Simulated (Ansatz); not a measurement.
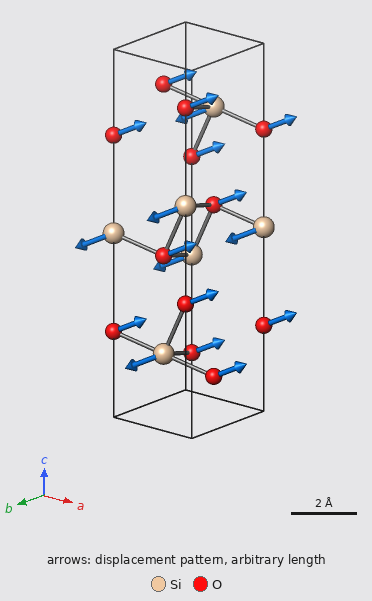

One vibrational mode of a crystal of SiO$_{2}$ (a generated structure) at the zone centre. The blue arrows give the relative displacements of the atoms. The picture is a ball-and-stick view of the conventional cell (3 times the calculation's cell), seen from a free direction. Lengths and directions refer to the drawn axes.

Level of theory: Ansatz, DFT PBE+D3(BJ), scalar-relativistic, plane waves, PAW. Settings: plane-wave cutoff 420 eV; k-point mesh 12 × 12 × 12; occupations fixed; no spin polarisation.

Frequencies are those without the non-analytic (LO–TO) term.

> What mode is this, and where does it lie in the spectrum?

This is the E_u mode (doubly degenerate; one member of the set is drawn) at 16.7 THz, optical level 2 of 4, counted from below, infrared-active by symmetry. The Si sublattice moves against the O sublattice, along b; the kinetic energy is shared as Si 53 %, O 47 %. Its infrared intensity is 50 (D/Å)²/amu for the set.
